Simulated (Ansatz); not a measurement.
**TiAl: 8 runs along one coordinate**

System: TiAl (P2/m, 2 atoms in the cell).
Method: DFT PBEsol, scalar-relativistic, plane waves, PAW, no spin polarisation (Ansatz 0.2.0).

The 8 runs differ only in the geometry, by a strain of the cell at fixed fractional positions. Against run 5, the strain is εyz = η. The structure derives from an entry of the Crystallography Open Database.

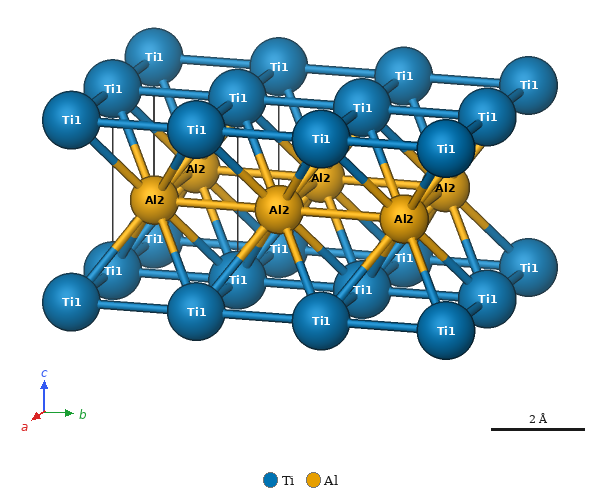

Figure 1. The structure of run 5 (ball-and-stick view of the cell of the calculation, repeated 2 × 3 × 1, seen slightly off an axis; atoms are numbered from 1 in the order of the input). An atom can appear more than once, as a periodic image.

## Input of run 5
```yaml
crystal:
  lattice:
    - [2.8373, 0.0, 0.0]
    - [0.0, 2.8373, 0.010639875]
    - [0.0, 0.015221625, 4.0591]
  atoms:
    - { symbol: Ti, position: [0.0, 0.0, 0.0] }
    - { symbol: Al, position: [0.5, 0.5, 0.5] }
basis:
  ecutwfc: 420
kpoints:
  mp_grid: { grid: [16, 16, 12] }
hamiltonian:
  xc: pbesol
scf:
  occupations: { method: gaussian, width: 0.15 }
output:
  forces: true
  stress: true
  eigenvalues: true
```

Command:
```bash
ansatz run input.yaml --threads 1 --pin off --max-ram 2560MiB --backend cpu --events-out ev --progress --plain --runs-dir out
```

Run 2 differs from it as follows:
```diff
-    - [0.0, 2.8373, 0.010639875]
-    - [0.0, 0.015221625, 4.0591]
+    - [0.0, 2.8373, -0.0141865]
+    - [0.0, -0.0202955, 4.0591]
```

## Results, with one run withheld

| run | strain parameter η (%) | free energy per atom, from the lowest run given (meV) | pressure (GPa) |
| --- | --- | --- | --- |
| 1 | −1.3750 | 2.15 | −3.88 |
| 2 | −0.8750 | ? | ? |
| 3 | −0.2500 | 0.00 | −3.93 |
| 4 | −0.1250 | 0.10 | −3.93 |
| 5 | 0.0000 | 0.27 | −3.92 |
| 6 | 0.2500 | 0.82 | −3.91 |
| 7 | 0.3750 | 1.19 | −3.90 |
| 8 | 0.5000 | 1.64 | −3.89 |

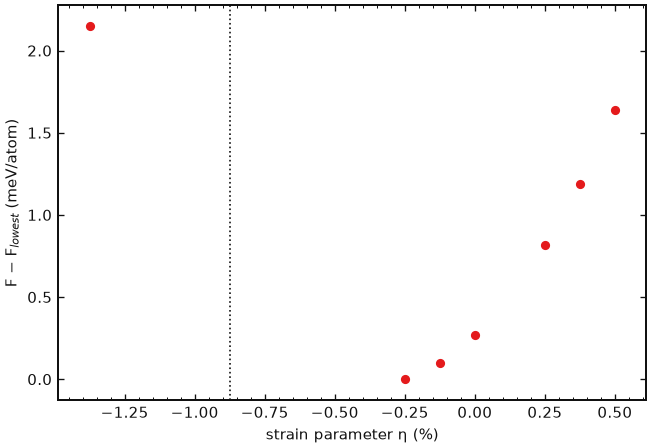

Figure 2. Free energy per atom of the runs given; the dotted line marks run 2.

Estimate the energy of run 2 from the others.

A cubic polynomial in the coordinate, fitted to the 7 runs given, misses them by under 0.01 meV per atom. With x = η + 0.0893, it reads F = 0.14228 + 1.2416 x + 2.1959 x² + 0.012131 x³ (meV per atom). At run 2 it gives 0.52 meV per atom, and the run itself gives 0.51. The fit has its minimum at η = −0.3727 %.

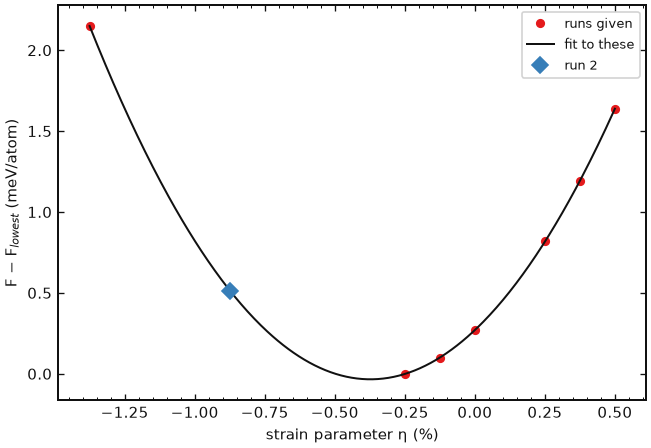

Figure 3. The fit and the withheld run.

## Output, shortened to warnings, some set-up lines, iterations and results (run 2)
```
Basis set: ecut = 420 eV, 657 PW (Γ), exchange–correlation on 40×40×60 points (8 copies of the dense FFT grid, shifted against one another)
Symmetry: 4 space group operations
k-points: 882 of 3072
Initial density: superposition of atomic densities (neutral atoms: chi_scale 0, normalization atom), corrected by the library's trained network
[...]
SCF iter   1: F=—  HF=-2999.262588 eV  |F-HF|=—  |Δ(HF+E_count)|=         —  Δρ=4.25e-3  dr2=3.98e-3  ethr=1.77e-3  ⟨swp⟩=5.0  Hψ=52571  notcnv=0
SCF iter   2: F=—  HF=-2999.261527 eV  |F-HF|=—  |Δ(HF+E_count)|=   1.06e-3  Δρ=2.04e-3  dr2=1.43e-3  ethr=2.65e-5  ⟨swp⟩=1.9  Hψ=20860  notcnv=0
SCF iter   3: F=—  HF=-2999.261203 eV  |F-HF|=—  |Δ(HF+E_count)|=   3.24e-4  Δρ=3.43e-4  dr2=3.25e-5  ethr=9.51e-6  ⟨swp⟩=2.1  Hψ=14166  notcnv=0
SCF iter   4: F=—  HF=-2999.261184 eV  |F-HF|=—  |Δ(HF+E_count)|=   1.94e-5  Δρ=1.13e-4  dr2=3.95e-6  ethr=2.17e-7  ⟨swp⟩=2.2  Hψ=14492  notcnv=0
SCF iter   5: F=—  HF=-2999.261183 eV  |F-HF|=—  |Δ(HF+E_count)|=   4.49e-7  Δρ=2.89e-5  dr2=2.23e-7  ethr=2.64e-8  ⟨swp⟩=1.2  Hψ=11015  notcnv=0
SCF iter   6: F=-2999.261183 eV  HF=-2999.261183 eV  |F-HF|=1.64e-10  |Δ(HF+E_count)|=   7.91e-9  Δρ=3.81e-6  dr2=2.63e-9  ethr=6.67e-10  ⟨swp⟩=4.1  Hψ=29936  notcnv=0
SCF 1 converged in 6 iterations: F = -2999.261183 eV  dr2 = 2.63e-9
SCF converged after 6 iterations
Free energy (F): -2999.261183 eV
Harris-Foulkes:  -2999.261183 eV  (|F-HF|=1.64e-10)
Internal energy: -2999.240498 eV  (E = F + TS)
E sigma→0 (E₀):  -2999.250840 eV
Entropy (-TS):   -0.020686 eV (-10.343 meV/atom)
Fermi energy:    10.790909 eV
--- Per-component energies (eV) ---
  E_band       = -166.393429
  E_kinetic    = 295.917720
  E_local      = -1079.026594  (includes V_loc(G=0)·N_el)
  E_nonlocal   = 20.385433
  E_hartree    = 461.048649
  E_xc         = -136.418892
  E_vxc        = -151.072083  (∫ρ·V_xc dr)
  E_paw        = -1477.715394  (= ΣΔE_a)
  E_vpaw       = -174.694248  (= ΣTr[D̂ρ^β])
  E_aug_tail   = 0.000115  (compensation charges beyond the density's cutoff)
  E_ewald      = -1083.590058
  E_core_change = 0.158523  (= ΣΔE_core)
  E_smearing   = -0.020686  (= −TS)
  E_closure    = 0.000000  (closes the sum)
  Σ components = -2999.261183   (vs F -2999.261183, Δ=0.00e0)
--- Forces (eV/Å), atoms counted from 1 ---
  atom   1  Ti    -0.00000000     0.00000000     0.00000000
  atom   2  Al     0.00000000     0.00000000     0.00000000
  max |Σ_I F_I| component: 2.47e-31 eV/Å
--- Stress (GPa, compression-positive) ---
       -4.171266       0.000000       0.000000
        0.000000      -4.173794       1.088679
        0.000000       1.088679      -3.409533
  P = ⅓ Tr σ = -3.9182 GPa (-39.182 kbar)
```
